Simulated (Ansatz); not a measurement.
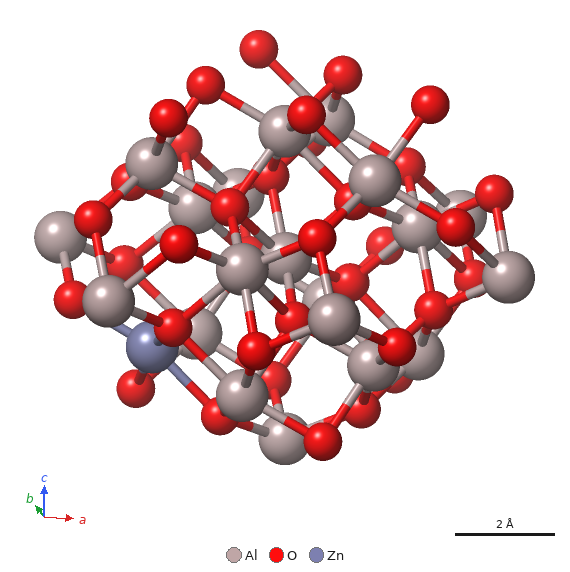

Starting structure of a defect cell of composition Al47O71Zn (cell charge +2). Style: ball-and-stick. Shown: the atoms within 5.0 Å of the atom that moves most (axes of the cell of the calculation (origin shifted)), slightly off an axis.

Theory: DFT, PBEsol, PAW, plane waves in Ansatz.

Settings: plane-wave cutoff 420 eV; k-point mesh 1 × 1 × 1; mesh shifted by (0.25, 0.25, 0.25); collinear spin; atoms relaxed in a fixed cell; force threshold 0.03 eV/Å; at most 80 steps.

```
CELL_PARAMETERS angstrom
9.54786 0.00000 0.00000
-4.77393 8.26869 0.00000
0.00000 0.00000 13.01358
ATOMIC_POSITIONS crystal
Al 0.33206 0.16823 0.18483
Al 0.33076 0.66288 0.18597
Al 0.84059 0.17305 0.18676
Al 0.83246 0.66353 0.18901
Al 0.16674 0.33195 0.01856
Al 0.16544 0.83565 0.01975
Al 0.66797 0.33185 0.01826
Al 0.66678 0.83685 0.01937
Al 0.16462 0.32885 0.31393
Al 0.16689 0.83706 0.31265
Al 0.66634 0.33388 0.31483
Al 0.67091 0.83685 0.31402
Al 0.16103 0.32978 0.51887
Al 0.16697 0.83753 0.51790
Al 0.66591 0.33027 0.51960
Al 0.66737 0.83166 0.51750
Al 0.00238 0.00159 0.35238
Al 0.99451 0.49708 0.35212
Al 0.49539 0.99853 0.35021
Al 0.99883 0.99769 0.14609
Al 0.99806 0.49712 0.14919
Al 0.49761 0.99714 0.14855
Al 0.50034 0.49797 0.15043
Al 0.00232 0.00037 0.64728
Al 0.99793 0.49821 0.65021
Al 0.50013 0.99855 0.64878
Al 0.49921 0.49602 0.64611
Al 0.99719 0.00021 0.85335
Al 0.00147 0.49894 0.85101
Al 0.50059 0.99889 0.85008
Al 0.50096 0.50261 0.85251
Al 0.33262 0.16842 0.68536
Al 0.33676 0.66987 0.68610
Al 0.83111 0.16445 0.68649
Al 0.83259 0.66540 0.68550
Al 0.33183 0.16434 0.47975
Al 0.33218 0.66601 0.48179
Al 0.83634 0.16947 0.48201
Al 0.83422 0.66446 0.48047
Al 0.33088 0.16753 0.98259
Al 0.33112 0.66310 0.98191
Al 0.83634 0.17180 0.97859
Al 0.83464 0.66835 0.98031
Al 0.17030 0.33339 0.81617
Al 0.16856 0.83286 0.81397
Al 0.66955 0.33177 0.81566
Al 0.66862 0.83484 0.81613
O 0.14940 0.99981 0.24614
O 0.15300 0.49621 0.24977
O 0.65031 0.99252 0.24942
O 0.65241 0.49816 0.24774
O 0.33306 0.01166 0.08234
O 0.33638 0.51722 0.08590
O 0.83357 0.01599 0.08687
O 0.82901 0.51219 0.08416
O 0.99989 0.15479 0.24901
O 0.00169 0.65559 0.24952
O 0.49675 0.14731 0.25017
O 0.49727 0.65204 0.25078
O 0.34352 0.34806 0.25073
O 0.34410 0.84604 0.24952
O 0.84912 0.34581 0.24978
O 0.84230 0.84302 0.24811
O 0.17890 0.16346 0.08342
O 0.18114 0.66890 0.08529
O 0.67863 0.16402 0.08115
O 0.67809 0.66929 0.08558
O 0.17795 0.01040 0.58112
O 0.18156 0.51288 0.58364
O 0.68143 0.01737 0.58571
O 0.67718 0.51236 0.58347
O 0.16701 0.18055 0.41803
O 0.16823 0.68256 0.41486
O 0.66460 0.18050 0.41748
O 0.01161 0.33144 0.41602
O 0.01455 0.83369 0.41889
O 0.51177 0.33260 0.41472
O 0.51092 0.83552 0.41505
O 0.01222 0.18299 0.91631
O 0.01580 0.68318 0.91399
O 0.51434 0.18138 0.91771
O 0.51541 0.68361 0.91837
O 0.99470 0.34588 0.75270
O 0.00158 0.84842 0.75043
O 0.50429 0.34458 0.75033
O 0.49941 0.84946 0.75152
O 0.48240 0.31172 0.08060
O 0.48629 0.82132 0.08299
O 0.98393 0.31901 0.08564
O 0.98730 0.82396 0.08442
O 0.48946 0.16740 0.58139
O 0.48841 0.67029 0.58088
O 0.99318 0.16736 0.58199
O 0.98585 0.66823 0.58229
O 0.33045 0.31803 0.58061
O 0.33305 0.81842 0.58564
O 0.83054 0.31915 0.58222
O 0.83283 0.82083 0.58239
O 0.32149 0.48668 0.41653
O 0.32201 0.98796 0.41390
O 0.81485 0.48494 0.41494
O 0.82303 0.98995 0.41884
O 0.32255 0.33891 0.91451
O 0.32060 0.83020 0.91756
O 0.81714 0.33573 0.91961
O 0.81628 0.83177 0.91894
O 0.34872 0.00217 0.74901
O 0.34838 0.50056 0.74955
O 0.84696 0.00243 0.75081
O 0.84524 0.49835 0.74661
O 0.14827 0.14874 0.75139
O 0.15525 0.65504 0.75145
O 0.65132 0.15258 0.74854
O 0.65382 0.65530 0.75047
O 0.16019 0.48434 0.91574
O 0.16494 0.98037 0.91383
O 0.67256 0.48975 0.91842
O 0.66490 0.99099 0.91599
Zn 0.50140 0.50032 0.34926
```

Q: What does the optimiser find from here?

A: Over 6 geometry steps the energy falls by 4.000 eV per cell of the calculation. Largest force component: 3 eV/Å at the start, 0.027 eV/Å at the end. Al39 moves most: 0.27 Å along [2 0 1]. By element the largest moves are Al 0.27 Å, O 0.15 Å, Zn 0.11 Å. The cell stays as it was. Near-neighbour distances that change, for instance: Al16–O70 1.927 → 1.765 Å, Al39–O94 1.950 → 1.797 Å, Al38–O102 1.847 → 1.960 Å, Al14–O76 1.930 → 2.026 Å. Bond angles that change, for instance: Al16–O98–Al39 93.7° → 110.6°, O78–Al16–O98 165.8° → 149.9°, O92–Al16–O102 165.4° → 152.0°. The run took 9.2 s on 1 × NVIDIA GB200 with 8 threads of Arm Neoverse-V2, peak memory 2 GiB.

After the run, drawn alike:

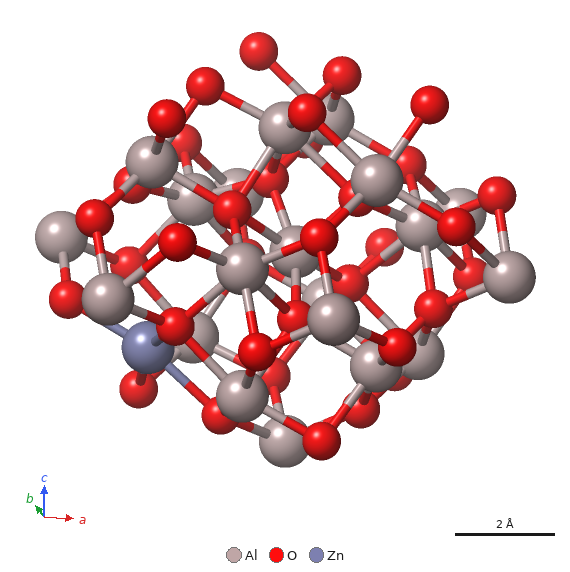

Limits of the set-up: the cell is charged, on a uniform background, and energies carry no finite-size correction.
